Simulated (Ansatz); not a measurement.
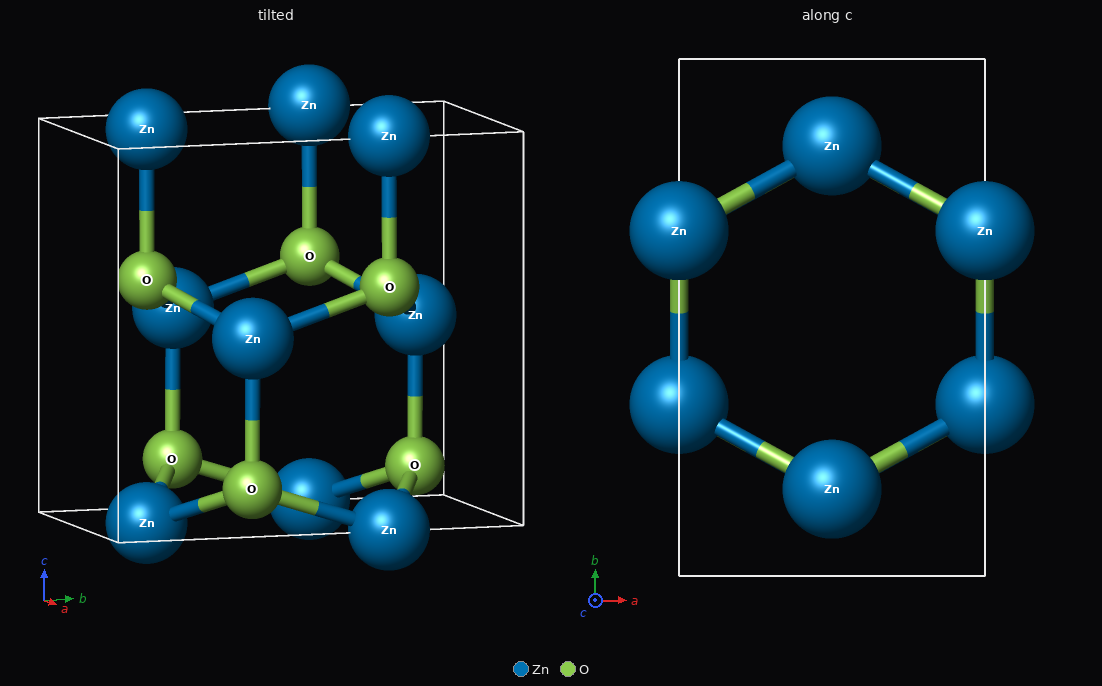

The crystal in a ball-and-stick representation, seen slightly off an axis and along the c axis. The edges of the conventional unit cell are marked.

ZnO, space group Cmc2_1 (No. 36), a = 3.316 Å, b = 5.604 Å, c = 5.211 Å, α = 90.00°, β = 90.00°, γ = 90.00°. It goes back to a structure type filled with these elements by a generator (whether the compound takes this form wasn't checked). The cell was then strained or its atoms displaced on purpose. Ansatz was used for an electronic-structure calculation on it.

This one geometry was computed with Ansatz (DFT, plane waves, PAW) at three levels of theory: HSE06, r2SCAN and PBE. It was relaxed with r2SCAN and then strained.

Question: Which level gives the highest pressure at this volume, and what does that say about its equilibrium volume?

Answer: Highest: PBE (2.4 GPa), which points to the largest equilibrium volume. Lowest, with the smallest volume: r2SCAN (-3.6 GPa). Levels within 0.5 GPa of each other can't be told apart.

Question: How does the band gap change with the level of theory?

Answer: PBE: a gap of 0.76 eV, direct; r2SCAN: a gap of 1.19 eV, direct; HSE06: a gap of 2.46 eV, direct.

Question: Collect the results in a table.

Answer:
| level | cutoff (eV) | k-mesh of the run's cell | gap (eV) | pressure (GPa) |
| --- | --- | --- | --- | --- |
| HSE06 | 420 | 6×6×4 | 2.46 | -2.0 |
| r2SCAN | 500 | 12×12×6 | 1.19 | -3.6 |
| PBE | 420 | 12×12×6 | 0.76 | 2.4 |

Gaps are taken on the k-mesh or band path of each run.
